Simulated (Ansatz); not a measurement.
# ZnO: what the electrons do

Space group P6_3mc; the calculation finds a residual pressure of about 5 GPa at this fixed cell.

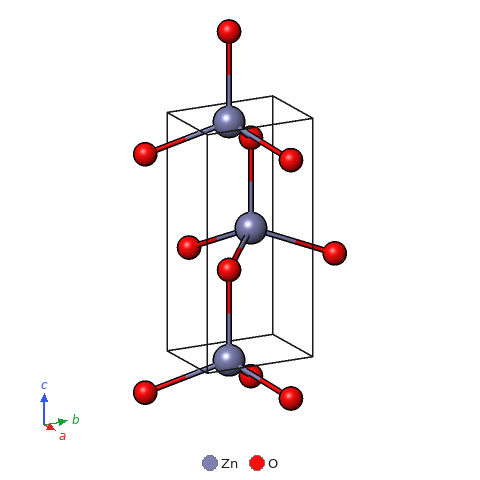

The conventional cell.

Input

```
crystal:
  lattice:
    - [3.249308, 0.0, 0.0]
    - [-1.624654, 2.8139832727, 0.0]
    - [0.0, 0.0, 5.205709]
  atoms:
    - { symbol: Zn, position: [0.3333333333, 0.6666666667, 0.5] }
    - { symbol: Zn, position: [0.6666666667, 0.3333333333, 0.0] }
    - { symbol: O, position: [0.6666666667, 0.3333333333, 0.37901] }
    - { symbol: O, position: [0.3333333333, 0.6666666667, 0.87901] }
basis:
  ecutwfc: 420
  fft_grid_basis: typed
kpoints:
  mp_grid: { grid: [12, 12, 6] }
hamiltonian:
  xc: pbe
scf:
  occupations: { method: gaussian, width: 0.05 }
output:
  forces: true
  stress: true
  eigenvalues: true
  bader: true
  write_density: true
  volumetric_format: npy
  elf: true
```

Command:

```sh
ansatz run input.yaml --threads 1 --pin off --max-ram 2560MiB --backend cpu --events-out ev --progress --plain --runs-dir out
```

The picture shows the conventional cell (a = 3.25 Å, b = 3.25 Å, c = 5.21 Å, α = 90.00°, β = 90.00°, γ = 120.00°).

These are results of DFT PBE, scalar-relativistic, plane waves, PAW in Ansatz 0.2.0, not measurements.

Core electrons are frozen (PAW), so the maps are meaningful between the atoms, not at the nuclei.

Part 1: Bonding charge

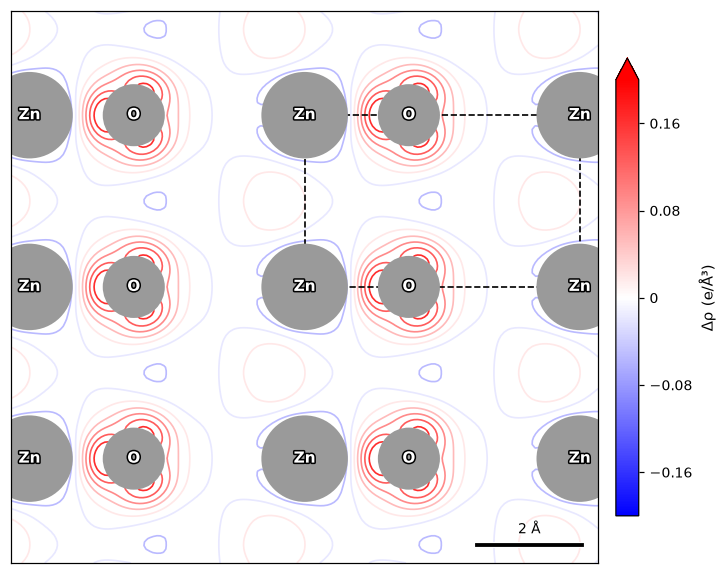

Bonding charge density, ρ(crystal) − Σ ρ(neutral atoms): a map on the (11̄0) plane of the conventional cell, with grey discs over the atomic cores. Cores are masked to 0.8 Å (Zn) and 0.6 Å (O).

Read the map: where is density gained and where lost?

O–Zn (1.97 Å): Δρ is +0.05 e/Å³ at the midpoint (close to a masked core, so read it with care).
- Over the whole cell, outside the masked cores, the largest gain lies at the edge of the masked core of O, and the largest loss lies at the edge of the masked core of Zn.
- The rearranged charge, half the integral of |Δρ|, is about 0.25 e an atom.
- Bader charges: Zn +1.22 and O −1.22 e.

Part 2: States by energy

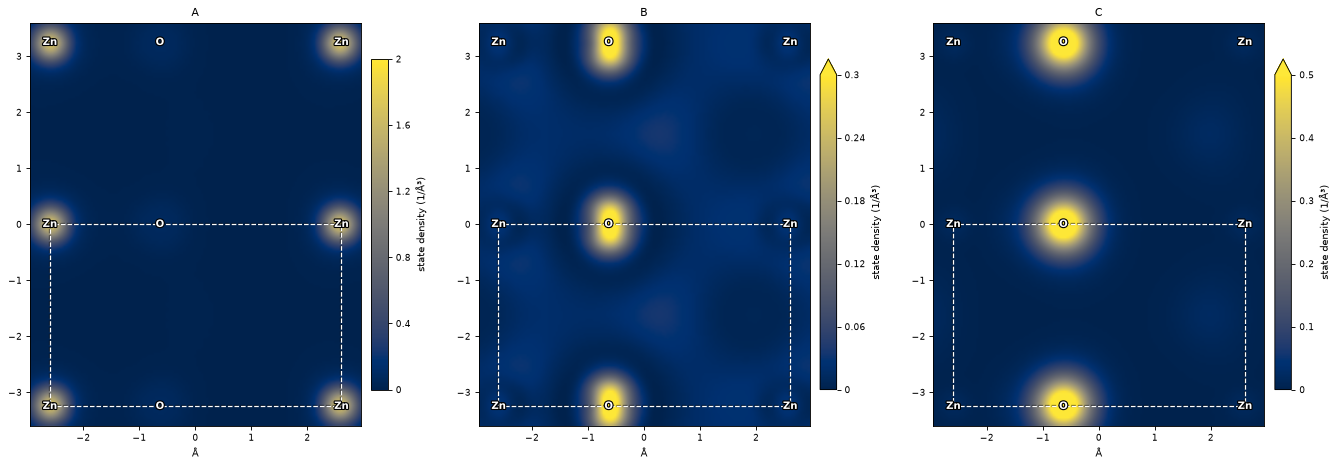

ZnO: densities of the states in three energy windows, on the (11̄0) plane of the conventional cell.

The windows, about the valence-band maximum, are −18.1 to −17.1 eV, −6.1 to −4.1 eV and +0.8 to +1.4 eV. Which panel shows which?

Panel A: −6.1 to −4.1 eV, the lower third of the upper valence band, mainly Zn 3d (80 %) and O 2p (20 %).
Panel B: +0.8 to +1.4 eV, the bottom of the conduction band, mainly Zn 4s (55 %), O 2s (25 %) and O 2p (20 %).
Panel C: −18.1 to −17.1 eV, a separate group of bands (semicore or deep states), mainly O 2s (90 %) and Zn 4s (10 %).
The characters are Löwdin shares on a minimal set of atomic orbitals.

Part 3: Moving an atom

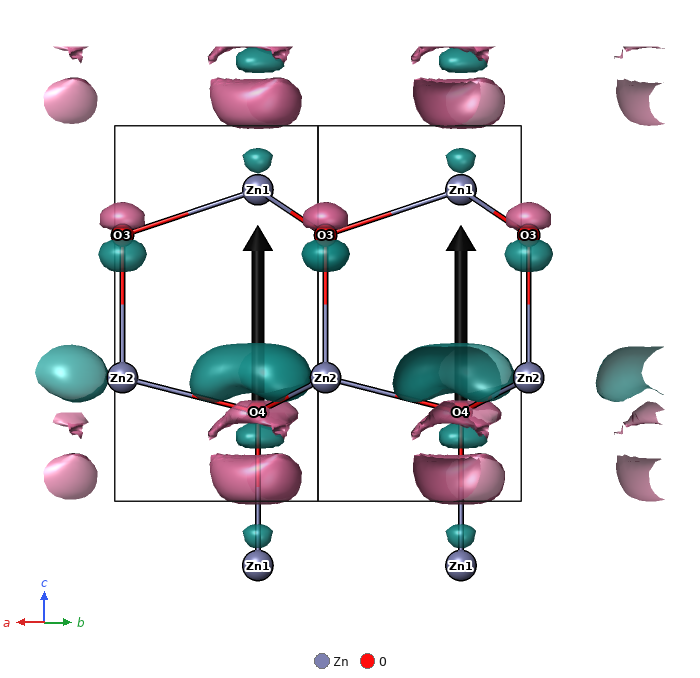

*O4 was moved by 0.15 Å along [0 0 1] in the axes of the cell drawn (arrow, not to scale). Change of the density less the rigid motion of the neutral atom's own density: teal surfaces at +0.02 and pink ones at −0.02 e/Å³, in the cell of the calculation (origin moved) seen along [110].*

Describe the electronic response.

About 0.12 e is rearranged in the cell. Outside the cores the largest gain lies at the edge of the masked core of O, and the largest loss, 0.06 e/Å³, lies 0.8 Å from an oxygen nucleus and 1.3 Å from a zinc one.

How much does the computed force on the atom change?

The force on it changes by 1.30 eV/Å along the move, against it: a stiffness of about 8.7 eV/Å² for this sublattice shift.

Part 4: Change of volume

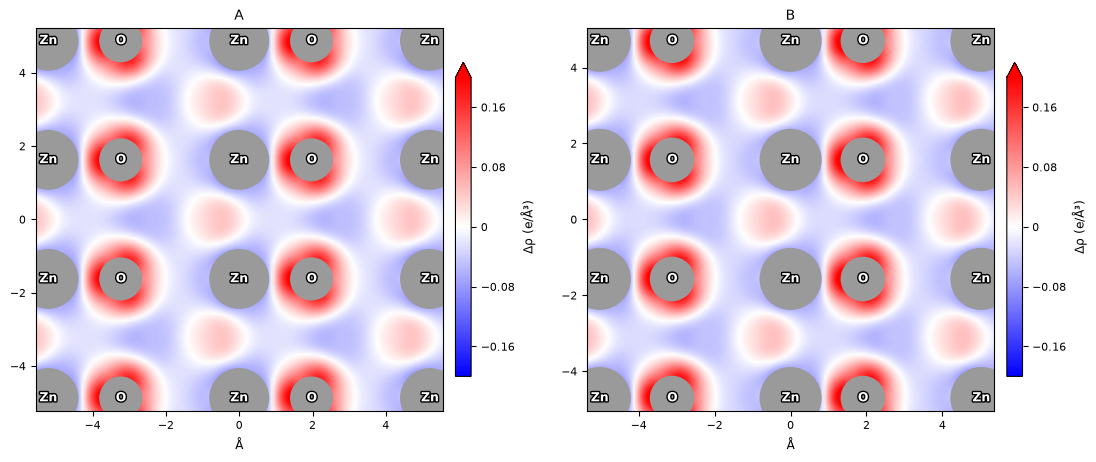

ZnO: deformation density on the (11̄0) plane of the conventional cell at two volumes, with the same fractional coordinates and one colour scale. Grey discs cover the cores. Panel B has 90 % of the volume of panel A.

What changes between the database cell and the scaled one?

The pressure is 5 GPa in A and 25 GPa in B. Bader charges in A: Zn +1.22 and O −1.22 e; in B: Zn +1.23 and O −1.23 e. The rearranged charge is 0.25 e an atom in A and 0.25 e in B.

Part 5: Putting it together

Charge passes from Zn (Pauling electronegativity 1.65) to O (3.44), the direction that the scale predicts; the Bader charges fall short of whole formal charges, as they usually do. The two pressures give a mean stiffness −ΔP/Δln V of about 188 GPa over this range, with the atoms held at their fractional positions.

Run times: 38 s (base cell), 6.4 s (state densities), 39 s (moved atom) and 40 s (scaled cell), on 1 thread of Arm Neoverse V2, with other jobs on the host.
